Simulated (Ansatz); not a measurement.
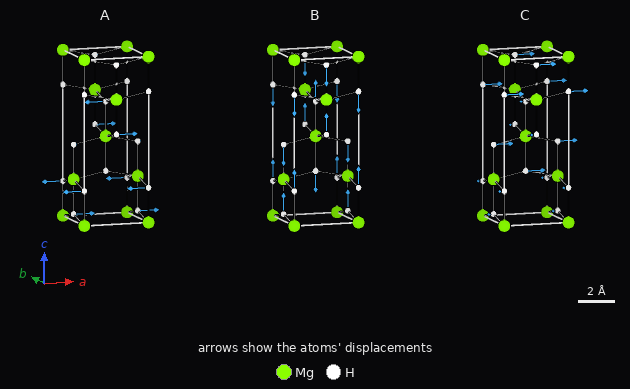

Modes of a crystal of MgH₂ (a generated structure), space group I4₁/amd (No. 141), at the zone centre (one member of each degenerate set). The blue arrows are the displacements of the atoms (eigenvector over the root of the mass), of arbitrary overall length and sign. The picture is a ball-and-stick view of the conventional cell (2 times the calculation's cell), seen slightly off an axis. Lengths and directions refer to the drawn axes.

Method: DFT PBE, scalar-relativistic, plane waves, PAW in Ansatz.

Frequencies are those without the non-analytic (LO–TO) term.

**Which are infrared-active and which Raman-active?**

A is E_g, Raman-active by symmetry (513 cm⁻¹). B is B₂u, silent by symmetry (neither infrared- nor Raman-active) (986 cm⁻¹). C is E_u, infrared-active by symmetry (1171 cm⁻¹). The crystal has a centre of inversion, so no mode is both.
